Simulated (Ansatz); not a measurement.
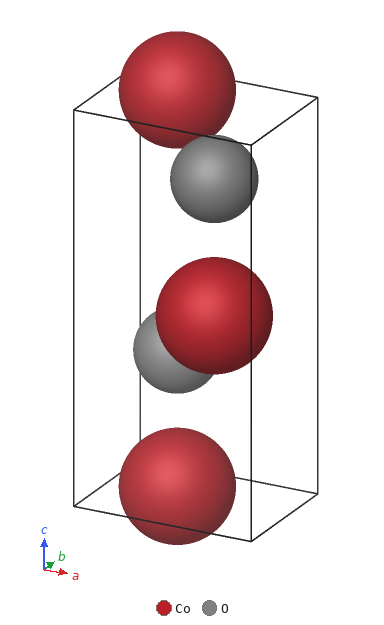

Structure drawing (spheres-only), viewed slightly off an axis. The frame is the simulation cell; atoms at its boundary are shown with their periodic copies.

```xyz
4
Lattice="3.1307 0.0000 0.0000 -1.5654 2.7113 0.0000 0.0000 0.0000 5.0166" Properties=species:S:1:pos:R:3 pbc="T T T"
Co    0.0000    1.8075    0.0000
Co    1.5654    0.9038    2.5083
O     0.0000    1.8075    1.7307
O     1.5654    0.9038    4.2390
```

The calculation used DFT, PAW plane waves, PBE in Ansatz, with a plane-wave cutoff of 420 eV, k-point mesh 7×7×4, Fermi-Dirac smearing of 0.035 eV, spinor wavefunctions. The state is antiferromagnetic. The pressure of the cell is 15 GPa.

What are the atomic charges by Bader's partition?

Co +1.12 e; O -1.12 e.

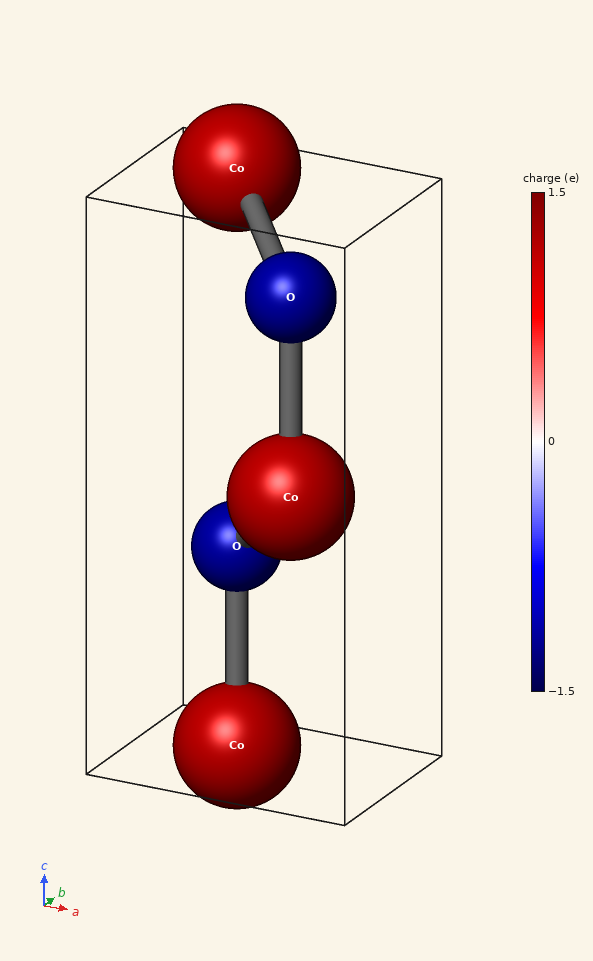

The atoms coloured by those charges.

The geometry is that of a generated cell, made by putting these elements into a known structure type (the compound may or may not exist in this form), without relaxation. A calculation with Ansatz used it as input.

At this level of theory the cell isn't at rest (compressed, at 15 GPa and forces up to 2.2 eV/Å), so its distances can differ from those at equilibrium, the more so the softer the solid, and its magnetic state may change on relaxation.
